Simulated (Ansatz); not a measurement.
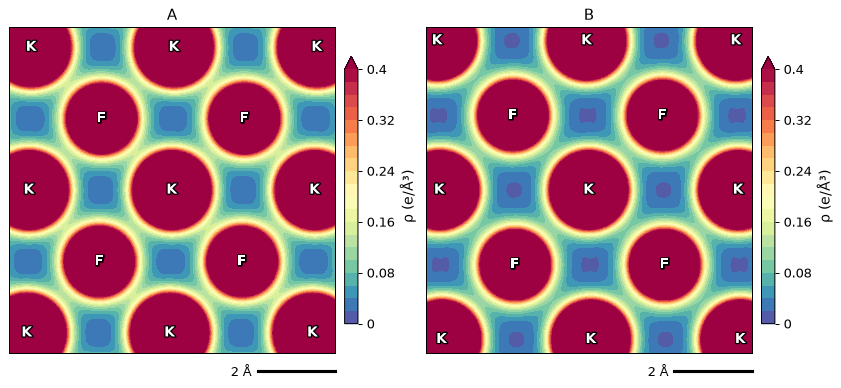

KF. The valence pseudo-density of two cells that differ in size and shape, on the (011) plane of each (indices in the axes of the calculation cell), at one length scale and on one colour scale; one has 17.7 and the other 20.6 Å³ an atom.

Space group I4/mmm.

These are results of Ansatz 0.2.0, DFT r2SCAN, scalar-relativistic, plane waves, PAW, not measurements.

The larger cell:

```yaml
crystal:
  lattice:
    - [0.00000, 2.75371, 2.71360]
    - [2.75371, 0.00000, 2.71360]
    - [2.75371, 2.75371, 0.00000]
  atoms:
    - { symbol: K, position: [0.00000, 0.00000, 0.00000] }
    - { symbol: F, position: [0.50000, 0.50000, 0.50000] }
```

The smaller cell: a = 3.696 Å, b = 3.696 Å, c = 3.667 Å, α = 60.25°, β = 60.25°, γ = 59.49°.

### Which panel shows the smaller cell, and what does the compression change?

Panel A is the smaller cell, by 14 % in volume. From the larger cell to the smaller, K–F goes from 2.71 to 2.59 Å, and the density at its midpoint from 0.11 to 0.14 e/Å³; the pressure goes from −2.5 to 2.5 GPa; the Kohn–Sham gap goes from 6.4 eV to 7.2 eV.
